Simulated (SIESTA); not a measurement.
## Energy of Hf along an even scaling of the cell

System: Hf (Im-3m, 1 atom in the cell).
Method: Kohn-Sham DFT of a periodic cell, PBE, PseudoDojo 0.4 standard NC, numerical atomic orbitals, no spin polarisation (SIESTA 5.4.2).

The 7 runs differ only in the geometry, by an even scaling of the cell at fixed fractional positions. The structure derives from an entry of the Crystallography Open Database.

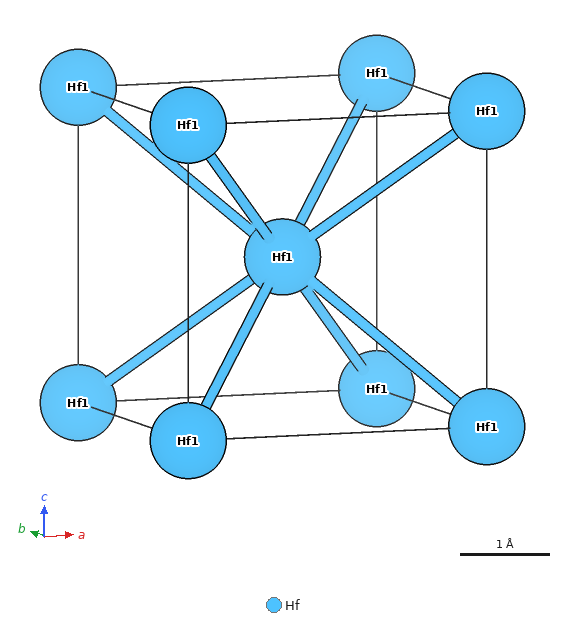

Figure 1. The structure of run 4 (ball-and-stick view of the cell 2 times as large as that of the calculation, set on its symmetry axes, seen slightly off an axis; atoms are numbered from 1 in the order of the input).

### Input file of run 4
```
SystemName                      Hf
SystemLabel                     Hf
NumberOfSpecies                 1
NumberOfAtoms                   1
%block ChemicalSpeciesLabel
  1  72 Hf
%endblock ChemicalSpeciesLabel
%include structure.fdf

%block kgrid.MonkhorstPack
   10   0   0  0.0
    0  10   0  0.0
    0   0  10  0.0
%endblock kgrid.MonkhorstPack
XC.Functional                   GGA
XC.Authors                      PBE
PAO.BasisSize                   DZP
PAO.EnergyShift                 0.002 Ry
Mesh.Cutoff                     800 Ry
OccupationFunction              FD
ElectronicTemperature           0.05 eV
MaxSCFIterations                120
SCF.MustConverge                false
SCF.Mixer.Method                Pulay
SCF.Mixer.Weight                0.25
SCF.Mixer.History               8
SCF.DM.Tolerance                5.0e-05
SCF.H.Tolerance                 1.0e-03 eV
WriteForces                     true
Charge.Mulliken                 end
```

### File structure.fdf of run 4
```
LatticeConstant                 1.0 Ang
%block LatticeVectors
    -1.8050000000     1.8050000000     1.8050000000
     1.8050000000    -1.8050000000     1.8050000000
     1.8050000000     1.8050000000    -1.8050000000
%endblock LatticeVectors
AtomicCoordinatesFormat         Fractional
%block AtomicCoordinatesAndAtomicSpecies
     0.0000000000     0.0000000000     0.0000000000  1  Hf
%endblock AtomicCoordinatesAndAtomicSpecies
```

Command:
```bash
siesta Hf.fdf > Hf.out 2>&1
```

Run 2 differs from it as follows:
```diff
-    -1.8050000000     1.8050000000     1.8050000000
-     1.8050000000    -1.8050000000     1.8050000000
-     1.8050000000     1.8050000000    -1.8050000000
+    -1.7806051177     1.7806051177     1.7806051177
+     1.7806051177    -1.7806051177     1.7806051177
+     1.7806051177     1.7806051177    -1.7806051177
```

### Results, with one run withheld

| run | volume per atom (Å³) | free energy per atom, from the lowest run given (meV) | pressure (GPa) |
| --- | --- | --- | --- |
| 1 | 22.112 | 0.00 | 1.03 |
| 2 | 22.582 | ? | ? |
| 3 | 23.052 | 7.98 | −3.50 |
| 4 | 23.523 | 21.11 | −5.43 |
| 5 | 23.993 | 39.71 | −7.19 |
| 6 | 24.464 | 63.18 | −8.75 |
| 7 | 24.934 | 90.96 | −10.14 |

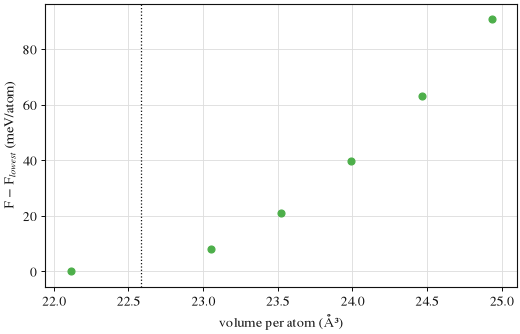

Figure 2. Free energy per atom of the runs given; the dotted line marks run 2.

What should run 2 give?

A cubic polynomial in V^(−2/3) (the Birch–Murnaghan form), fitted to the 6 runs given, misses them by at most 0.05 meV per atom. With x = V^(−2/3) − 0.12137 Å⁻², it reads F = 25.664 − 10811 x + 1.1202e+06 x² − 1.1052e+06 x³ (meV per atom). At run 2 it gives 0.70 meV per atom, and the run itself gives 0.63. The slope of the fit gives a pressure −dF/dV of −1.39 GPa there, and the run prints −1.41 GPa. The fit has its minimum at 22.297 Å³ per atom, where V d²F/dV² gives 112 GPa: the bulk modulus at this level, since symmetry fixes the shape and the positions.

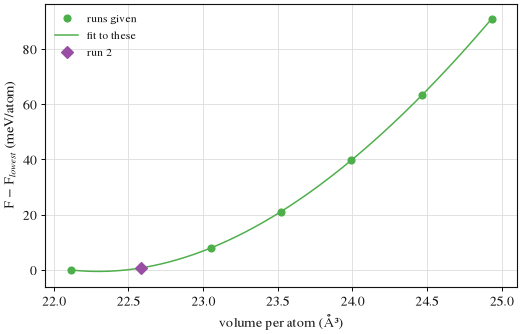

Figure 3. The fit and the withheld run.

### Some lines of the output (run 2)
```
[...]
outcell: Cell volume (Ang**3)        :     22.5820
stepf: Fermi-Dirac step function
siesta: Etot    =     -1534.548802
siesta: FreeEng =     -1534.562395
        iscf     Eharris(eV)        E_KS(eV)     FreeEng(eV)     dDmax    Ef(eV) dHmax(eV)
siesta: E_KS(eV) =            -1534.7069
siesta: E_KS - E_eggbox =     -1534.7069
siesta: Etot    =     -1534.706902
siesta: FreeEng =     -1534.720349
siesta:         Fermi =      -5.150237
siesta: Cell volume =         22.582023 Ang**3
    Orbital volume contribution        =           1.753324 eV
```

Notes: Spin–orbit coupling is left out, which matters for Hf. With a small basis of atomic orbitals these values can differ much from converged plane-wave results.
